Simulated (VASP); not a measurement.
**Geometry relaxation, with input and output: HgSe (part 1 of 2)**

HgSe (F-43m, 2 atoms in the cell), computed with Kohn-Sham DFT of a periodic cell, BEEF-vdW, VASP PAW PBE potentials, recommended, no spin polarisation (VASP 6.6.1).

The structure derives from an entry of the Crystallography Open Database.

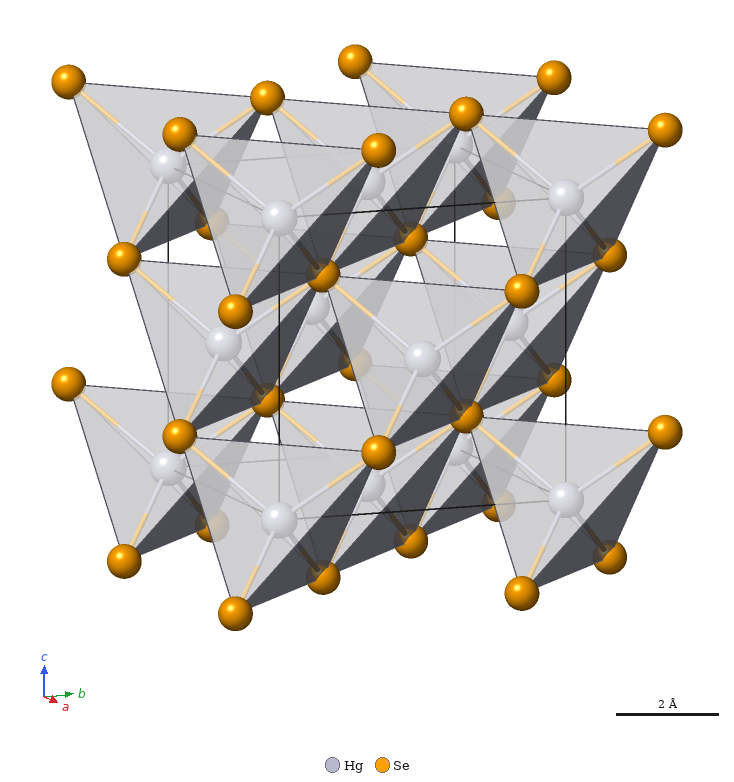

The starting structure (polyhedral view of the cell 4 times as large as that of the calculation, set on its symmetry axes, seen slightly off an axis; polyhedra are completed across the faces of the cell).

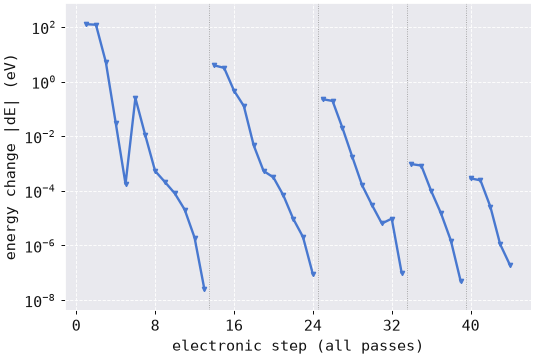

Convergence of the self-consistent field: energy change |dE| against the electronic step. Each stretch between dotted lines is the SCF of one geometry step of a relaxation. The 5 ionic steps take 5 to 13 electronic steps each. The density is held fixed in the first few steps, and dE rises again when its update begins.

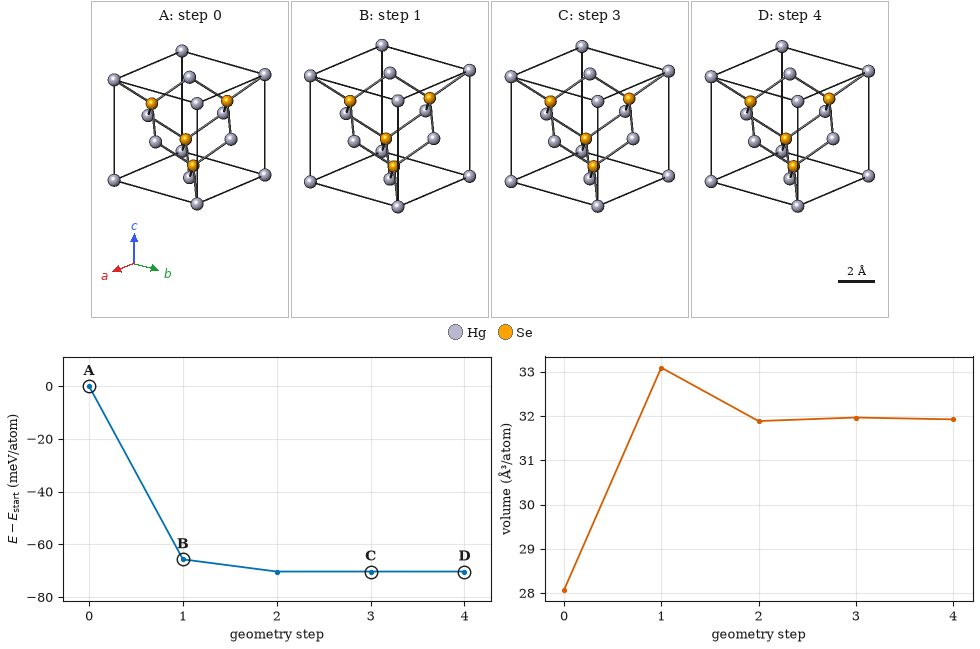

Frames of the relaxation (ball-and-stick view of the cell 4 times as large as that of the calculation, set on its symmetry axes, seen at an oblique angle) above the curves, on which the letters mark them (steps are counted from 0).

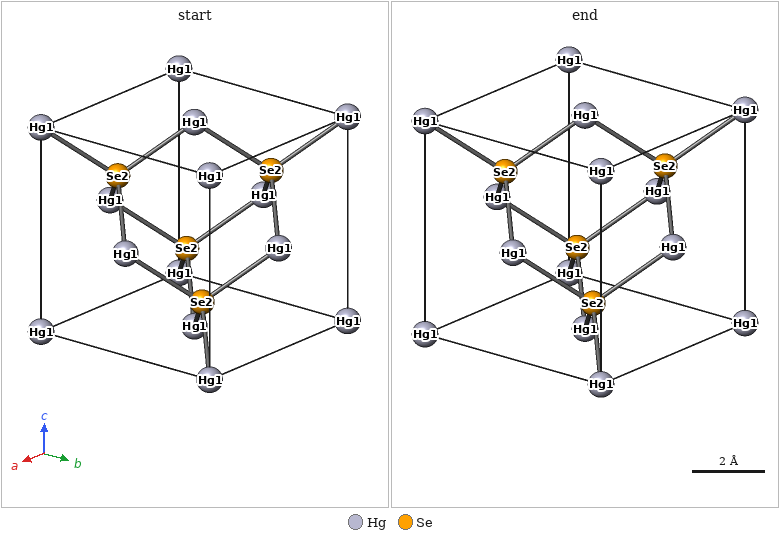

Before (left) and after (right) the relaxation, at one scale (ball-and-stick view of the cell 4 times as large as that of the calculation, set on its symmetry axes, seen at an oblique angle). After 4 geometry steps the energy has fallen by 70.3 meV per atom. All forces vanish by symmetry, so only the cell relaxes. No atom moves by more than 0.005 Å relative to the cell. The volume changes by +13.7 %, with a = b = c 6.078 → 6.345 Å (+4.4 %). Distances before and after: Hg1–Se2 2.632 → 2.747 Å. The space group stays F-43m (No. 216). (Atoms are counted from 1 in the order of the input.)

The input and output of the run follow.

INCAR
```
PREC = Accurate
ENCUT = 600
EDIFF = 1E-6
ISMEAR = -1
SIGMA = 0.05
LREAL = False
LASPH = True
NELM = 80
ALGO = Normal
ISIF = 3
LWAVE = False
LCHARG = False
GGA = BF
LUSE_VDW = True
ZAB_VDW = -1.8867
IBRION = 2
NSW = 40
EDIFFG = -0.005
```

KPOINTS
```
regular mesh
0
Gamma
  8 8 8
```

POSCAR
```
HgSe
1.0
    0.0000000000      3.0390000000      3.0390000000
    3.0390000000      0.0000000000      3.0390000000
    3.0390000000      3.0390000000      0.0000000000
Hg Se
1 1
Direct
    0.0000000000      0.0000000000      0.0000000000
    0.7500000000      0.7500000000      0.7500000000
```

Command:
```bash
cat potpaw_PBE.64/Hg/POTCAR potpaw_PBE.64/Se/POTCAR > POTCAR
mpirun -np 1 vasp_std > vasp.out
```

OSZICAR
```
N       E                     dE             d eps       ncg     rms          rms(c)
DAV:   1     0.125954088006E+03    0.12595E+03   -0.94859E+03   754   0.139E+03
DAV:   2     0.554314133982E+01   -0.12041E+03   -0.11451E+03   854   0.296E+02
DAV:   3     0.330219773281E+00   -0.52129E+01   -0.51927E+01   894   0.620E+01
DAV:   4     0.298897998334E+00   -0.31322E-01   -0.31267E-01   794   0.489E+00
DAV:   5     0.298719422560E+00   -0.17858E-03   -0.17857E-03   914   0.357E-01    0.992E+00
DAV:   6     0.547478945218E+00    0.24876E+00   -0.39702E-01   937   0.748E+00    0.686E+00
DAV:   7     0.558410046108E+00    0.10931E-01   -0.17836E-01   814   0.324E+00    0.181E+00
DAV:   8     0.558944678429E+00    0.53463E-03   -0.15250E-02   774   0.158E+00    0.253E-01
DAV:   9     0.558734799189E+00   -0.20988E-03   -0.17120E-03   794   0.529E-01    0.754E-02
DAV:  10     0.558654567649E+00   -0.80232E-04   -0.10111E-04   859   0.120E-01    0.400E-02
DAV:  11     0.558634012454E+00   -0.20555E-04   -0.27034E-05   754   0.546E-02    0.657E-03
DAV:  12     0.558632058109E+00   -0.19543E-05   -0.16417E-06   877   0.144E-02    0.353E-03
DAV:  13     0.558632033234E+00   -0.24876E-07   -0.79365E-07   581   0.101E-02
   1 F= 0.55863203E+00 E0= 0.55893939E+00  d E =0.558632E+00
       N       E                     dE             d eps       ncg     rms          rms(c)
DAV:   1    -0.334702287162E+01   -0.39057E+01   -0.88338E+01   779   0.121E+02    0.266E+01
DAV:   2    -0.170651562769E+00    0.31764E+01   -0.70313E+00   754   0.381E+01    0.854E+00
DAV:   3     0.296360894894E+00    0.46701E+00   -0.79315E-01   819   0.947E+00    0.875E+00
DAV:   4     0.423608850337E+00    0.12725E+00   -0.21561E-01   764   0.417E+00    0.265E+00
DAV:   5     0.428244682000E+00    0.46358E-02   -0.14585E-02   799   0.119E+00    0.187E-01
DAV:   6     0.427709090995E+00   -0.53559E-03   -0.12849E-03   854   0.328E-01    0.108E-01
DAV:   7     0.427398218979E+00   -0.31087E-03   -0.39452E-04   779   0.187E-01    0.659E-02
DAV:   8     0.427328853347E+00   -0.69366E-04   -0.15307E-04   829   0.137E-01    0.135E-02
DAV:   9     0.427319240468E+00   -0.96129E-05   -0.16422E-05   804   0.444E-02    0.149E-02
DAV:  10     0.427317192293E+00   -0.20482E-05   -0.73971E-06   824   0.270E-02    0.570E-03
DAV:  11     0.427317102854E+00   -0.89439E-07   -0.11470E-07   552   0.349E-03
   2 F= 0.42731710E+00 E0= 0.42769130E+00  d E =-.131315E+00
       N       E                     dE             d eps       ncg     rms          rms(c)
DAV:   1     0.200978331847E+00   -0.22634E+00   -0.46164E+00   784   0.256E+01    0.352E+00
DAV:   2     0.395967562742E+00    0.19499E+00   -0.48468E-01   774   0.103E+01    0.109E+00
DAV:   3     0.416190926286E+00    0.20223E-01   -0.64677E-02   779   0.246E+00    0.118E+00
DAV:   4     0.417948853288E+00    0.17579E-02   -0.48638E-03   799   0.700E-01    0.894E-02
DAV:   5     0.418107890489E+00    0.15904E-03   -0.13889E-03   794   0.525E-01    0.123E-01
DAV:   6     0.418077691911E+00   -0.30199E-04   -0.18784E-04   829   0.179E-01    0.219E-02
DAV:   7     0.418071309742E+00   -0.63822E-05   -0.51481E-06   839   0.258E-02    0.157E-02
DAV:   8     0.418061719022E+00   -0.95907E-05   -0.25219E-05   784   0.489E-02    0.322E-03
DAV:   9     0.418061616654E+00   -0.10237E-06   -0.14180E-07   637   0.394E-03
   3 F= 0.41806162E+00 E0= 0.41842143E+00  d E =-.140570E+00
       N       E                     dE             d eps       ncg     rms          rms(c)
DAV:   1     0.417111078264E+00   -0.95064E-03   -0.20768E-02   779   0.175E+00    0.263E-01
DAV:   2     0.417953932930E+00    0.84285E-03   -0.19976E-03   769   0.645E-01    0.822E-02
DAV:   3     0.418053145453E+00    0.99213E-04   -0.26448E-04   774   0.166E-01    0.887E-02
DAV:   4     0.418068121842E+00    0.14976E-04   -0.22019E-05   779   0.410E-02    0.888E-03
DAV:   5     0.418069633458E+00    0.15116E-05   -0.72320E-06   769   0.372E-02    0.464E-03
DAV:   6     0.418069681698E+00    0.48240E-07   -0.10651E-06   407   0.148E-02
   4 F= 0.41806968E+00 E0= 0.41843048E+00  d E =-.140562E+00
       N       E                     dE             d eps       ncg     rms          rms(c)
DAV:   1     0.417783682883E+00   -0.28595E-03   -0.58653E-03   784   0.932E-01    0.139E-01
DAV:   2     0.418026254406E+00    0.24257E-03   -0.57155E-04   769   0.346E-01    0.430E-02
DAV:   3     0.418052904862E+00    0.26650E-04   -0.75753E-05   784   0.884E-02    0.466E-02
DAV:   4     0.418054014142E+00    0.11093E-05   -0.61670E-06   759   0.220E-02    0.442E-03
DAV:   5     0.418053823850E+00   -0.19029E-06   -0.20456E-06   601   0.199E-02
   5 F= 0.41805382E+00 E0= 0.41841411E+00  d E =-.158578E-04
```

Parts of OUTCAR
```
PREC = Accurate
   ENCUT = 600
   EDIFF = 1E-6
   ISMEAR = -1
   LREAL = False
   LASPH = True
   NELM = 80
   ISIF = 3
   GGA = BF
   IBRION = 2
   NSW = 40
   EDIFFG = -0.005

 ion  position               nearest neighbor table
   1  0.000  0.000  0.000-   2 2.63   2 2.63   2 2.63   2 2.63
   2  0.750  0.750  0.750-   1 2.63   1 2.63   1 2.63   1 2.63

  LATTYP: Found a face centered cubic cell.
 ALAT       =     6.0780000000

  Lattice vectors:

 A1 = (   0.0000000000,   3.0390000000,   3.0390000000)
 A2 = (   3.0390000000,   0.0000000000,   3.0390000000)
 A3 = (   3.0390000000,   3.0390000000,   0.0000000000)

Analysis of symmetry for initial positions (statically):
=====================================================================
 Subroutine PRICEL returns:
 Original cell was already a primitive cell.

 Routine SETGRP: Setting up the symmetry group for a
 face centered cubic supercell.

 Subroutine GETGRP returns: Found 24 space group operations
 (whereof 24 operations were pure point group operations)
 out of a pool of 48 trial point group operations.

The static configuration has the point symmetry T_d .

Analysis of symmetry for dynamics (positions and initial velocities):
=====================================================================
 Subroutine PRICEL returns:
 Original cell was already a primitive cell.

 Routine SETGRP: Setting up the symmetry group for a
 face centered cubic supercell.

 Subroutine GETGRP returns: Found 24 space group operations
 (whereof 24 operations were pure point group operations)
 out of a pool of 48 trial point group operations.

The dynamic configuration has the point symmetry T_d .

 Subroutine INISYM returns: Found 24 space group operations
 (whereof 24 operations are pure point group operations),
 and found     1 'primitive' translations

----------------------------------------------------------------------------------------

                                     Primitive cell

  volume of cell :      56.1335

  direct lattice vectors                    reciprocal lattice vectors
     0.000000000  3.039000000  3.039000000    -0.164527805  0.164527805  0.164527805
     3.039000000  0.000000000  3.039000000     0.164527805 -0.164527805  0.164527805
     3.039000000  3.039000000  0.000000000     0.164527805  0.164527805 -0.164527805

  length of vectors
     4.297795016  4.297795016  4.297795016     0.284970518  0.284970518  0.284970518

  position of ions in fractional coordinates (direct lattice)
     0.000000000  0.000000000  0.000000000
     0.750000000  0.750000000  0.750000000

  ion indices of the primitive-cell ions
   primitive index   ion index
                 1           1
                 2           2

----------------------------------------------------------------------------------------

 KPOINTS: regular mesh

Automatic generation of k-mesh.
 Grid dimensions read from file:
 generate k-points for:    8    8    8

 Generating k-lattice:

  Cartesian coordinates                     Fractional coordinates (reciprocal lattice)
    -0.020565976  0.020565976  0.020565976     0.125000000  0.000000000  0.000000000
     0.020565976 -0.020565976  0.020565976     0.000000000  0.125000000  0.000000000
     0.020565976  0.020565976 -0.020565976     0.000000000  0.000000000  0.125000000

  Length of vectors
     0.035621315  0.035621315  0.035621315

  Shift w.r.t. Gamma in fractional coordinates (k-lattice)
     0.000000000  0.000000000  0.000000000

 Subroutine IBZKPT returns following result:
 ===========================================

 Found     29 irreducible k-points:

 Following reciprocal coordinates:
            Coordinates               Weight
  0.000000  0.000000  0.000000      1.000000
  0.125000  0.000000  0.000000      8.000000
  0.250000  0.000000  0.000000      8.000000
  0.375000  0.000000  0.000000      8.000000
  0.500000  0.000000  0.000000      4.000000
  0.125000  0.125000  0.000000      6.000000
  0.250000  0.125000  0.000000     24.000000
  0.375000  0.125000  0.000000     24.000000
  0.500000  0.125000  0.000000     24.000000
 -0.375000  0.125000  0.000000     24.000000
 -0.250000  0.125000  0.000000     24.000000
 -0.125000  0.125000  0.000000     12.000000
  0.250000  0.250000  0.000000      6.000000
  0.375000  0.250000  0.000000     24.000000
  0.500000  0.250000  0.000000     24.000000
 -0.375000  0.250000  0.000000     24.000000
 -0.250000  0.250000  0.000000     12.000000
  0.375000  0.375000  0.000000      6.000000
  0.500000  0.375000  0.000000     24.000000
 -0.375000  0.375000  0.000000     12.000000
  0.500000  0.500000  0.000000      3.000000
  0.375000  0.250000  0.125000     24.000000
  0.500000  0.250000  0.125000     48.000000
 -0.375000  0.250000  0.125000     24.000000
 [... further k-points ...]
   k-points           NKPTS =     29   k-points in BZ     NKDIM =     29   number of bands    NBANDS=     13
   number of dos      NEDOS =    301   number of ions     NIONS =      2
   total plane-waves  NPLWV =  46656
   dimension x,y,z NGX =    36 NGY =   36 NGZ =   36
   dimension x,y,z NGXF=    72 NGYF=   72 NGZF=   72
   ions per type =               1   1
   NGX,Y,Z   is equivalent  to a cutoff of  13.93, 13.93, 13.93 a.u.
   NGXF,Y,Z  is equivalent  to a cutoff of  27.85, 27.85, 27.85 a.u.
 SYSTEM =  unknown system
   PREC   = accura    normal or accurate (medium, high low for compatibility)
   ISTART =      0    job   : 0-new  1-cont  2-samecut
   ICHARG =      2    charge: 1-file 2-atom 10-const
   ISPIN  =      1    spin polarized calculation?
   LNONCOLLINEAR =      F non collinear calculations
   LSORBIT =      F    spin-orbit coupling
   LASPH  =      T    aspherical Exc in radial PAW
   ENCUT  =  600.0 eV  44.10 Ry    6.64 a.u.   8.58  8.58  8.58*2*pi/ulx,y,z
   NELM   =     80;   NELMIN=  2; NELMDL= -5     # of ELM steps
   EDIFF  = 0.1E-05   stopping-criterion for ELM
   LREAL  =      F    real-space projection
   EDIFFG = -.5E-02   stopping-criterion for IOM
   NSW    =     40    number of steps for IOM
   IBRION =      2    ionic relax: 0-MD 1-quasi-New 2-CG
   NFREE  =      1    steps in history (QN), initial steepest desc. (CG)
   ISIF   =      3    stress and relaxation
   ISYM   =      2    0-nonsym 1-usesym 2-fastsym
   POTIM  = 0.5000    time-step for ionic-motion
   TEBEG  =    0.0;   TEEND  =   0.0 temperature during run
   PSTRESS=    0.0 pullay stress
   NELECT =      18.0000    total number of electrons
   NUPDOWN=      -1.0000    fix difference up-down
   EMIN   =  10.00;   EMAX   =-10.00  energy-range for DOS
   EFERMI =   0.00;   METHOD = LEGACY
   ISMEAR =    -1;   SIGMA  =   0.05  broadening in eV -4-tet -1-fermi 0-gaus
   EFERMI_NEDOS =   21; number of points for ismear=-14 and -15
   IALGO  =     38    algorithm
   IMIX   =      4    mixing-type and parameters
     AMIX     =   0.40;   BMIX     =  1.00
     AMIX_MAG =   1.60;   BMIX_MAG =  1.00
  volume/ion in A,a.u.               =      28.07       189.40
  Fermi-wavevector in a.u.,A,eV,Ry     =   1.120534  2.117502 17.083421  1.255596
  Thomas-Fermi vector in A             =   2.257181
   LORBIT       =      0    0 simple, 1 ext, 2 COOP (PROOUT), +10 PAW based schemes
   GGA     = BF    functional components
   LHFCALC =     F    Hartree Fock is set to
   AEXX    =    0.0000 exact exchange contribution
   IVDW_NL    =     1    kernel type
   BPARAM     = 6.3000
   IVDW    =     0    specifies the selected vdW correction
   LEPSILON=     F    determine dielectric tensor
   LRPA    =     F    only Hartree local field effects (RPA)
 conjugate gradient relaxation of ions
 non-spin polarized calculation
  energy-cutoff  :      600.00
  volume of cell :       56.13
 maximum number of plane-waves:      1895
 NGX is ok and might be reduce to    36
   NGX = 17   NGY = 17   NGZ = 17

--------------------------------------- Ionic step        1  -------------------------------------------

 number of electron      17.9999998 magnetization

 Free energy of the ion-electron system (eV)
  ---------------------------------------------------
  ext. energy  EPLUGINS =         0.00000000
  ---------------------------------------------------
  free energy    TOTEN  =         0.55863203 eV

  energy without entropy =        0.55924675  energy(sigma->0) =        0.55893939
```
